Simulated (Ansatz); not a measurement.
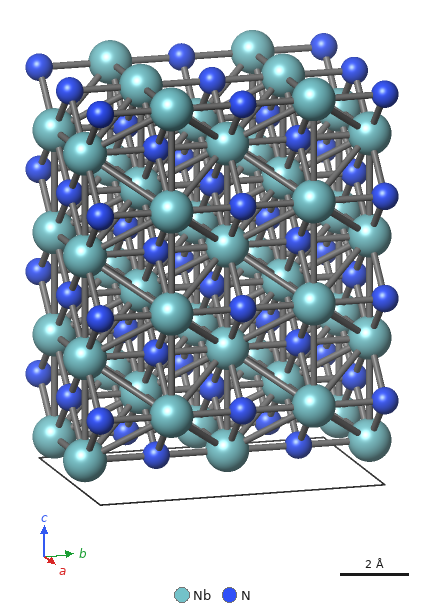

Reference structure: a (1 1 0) slab of NbN as cut from the relaxed bulk. The picture is a ball-and-stick view of the 2 × 2 repeat of the cell, outlined in the plane, without the vacuum, seen slightly off an axis.

Method: Ansatz, DFT PBEsol, scalar-relativistic, plane waves, PAW. Set-up: plane-wave cutoff 420 eV; occupations gaussian; smearing width 0.1 eV; no spin polarisation. The k-mesh is chosen for each cell (11×8×22, 11×8×1).

Now this is done to it. The atoms of the slab are relaxed at the bulk's in-plane cell.

The input:
```yaml
crystal:
  lattice:
    - [3.0974787948, 0.0, 0.0]
    - [0.0, 4.3804965207, 0.0]
    - [0.0, 0.0, 25.8411757817]
  atoms:
    - { symbol: Nb, position: [0.5, 0.0, 0.2902344717] }
    - { symbol: "N", position: [0.5, 0.5, 0.2902344717] }
    - { symbol: Nb, position: [0.0, 0.5, 0.3501674798] }
    - { symbol: "N", position: [0.0, 0.0, 0.3501674798] }
    - { symbol: Nb, position: [0.5, 0.0, 0.4101004879] }
    - { symbol: "N", position: [0.5, 0.5, 0.4101004879] }
    - { symbol: Nb, position: [0.0, 0.5, 0.470033496] }
    - { symbol: "N", position: [0.0, 0.0, 0.470033496] }
    - { symbol: Nb, position: [0.5, 0.0, 0.529966504] }
    - { symbol: "N", position: [0.5, 0.5, 0.529966504] }
    - { symbol: Nb, position: [0.0, 0.5, 0.5898995121] }
    - { symbol: "N", position: [0.0, 0.0, 0.5898995121] }
    - { symbol: Nb, position: [0.5, 0.0, 0.6498325202] }
    - { symbol: "N", position: [0.5, 0.5, 0.6498325202] }
    - { symbol: Nb, position: [0.0, 0.5, 0.7097655283] }
    - { symbol: "N", position: [0.0, 0.0, 0.7097655283] }
basis:
  ecutwfc: 420
kpoints:
  mp_grid: { grid: [11, 8, 1] }
hamiltonian:
  xc: pbesol
scf:
  occupations: { method: gaussian, width: 0.1 }
output:
  forces: true
  eigenvalues: true
  write_density: true
  write_potential: true
  elf: true
  volumetric_format: npy
relax:
  adjacent_minimum: "off"
  f_tol: 0.02
  max_steps: 60
efield:
  axis: 3
  dipole_correction: true
  ramp_width: 0.04
```

Command:
```bash
ansatz run input.yaml --threads 2 --pin off --max-ram 5120MiB --backend cpu --events-out ev --progress --plain --runs-dir out
```

**What does the calculation give for the changed structure?**

The surface energy (mean of the two faces) falls from 2.92 to 2.35 J/m². The top spacing, between the NbN and NbN planes, goes from 1.55 to 1.41 Å (−9.0 %), the bottom one (NbN to NbN) from 1.55 to 1.41 Å (−9.0 %). The top plane rumples by 0.27 Å. The cell stays as it was. The largest moves relative to the layer's centre, 0.22 Å, are those of Nb3 and Nb13. Nb13 goes along the normal (+c). By element the largest moves are Nb 0.22 Å, N 0.15 Å. Some distances before and after: Nb–Nb 3.097 → 2.920 to 3.264 Å, N–Nb 2.190 → 2.087 to 2.242 Å.

The changed structure in the same view:

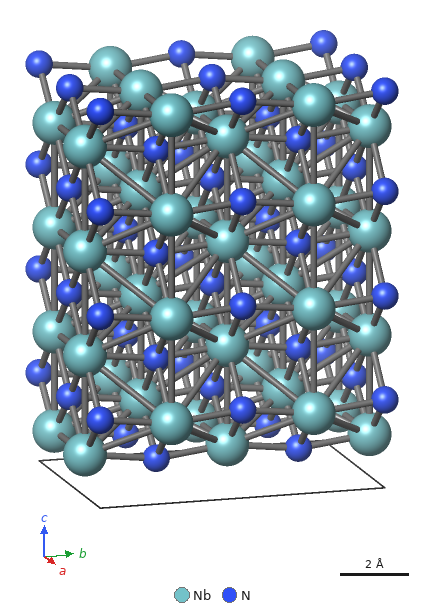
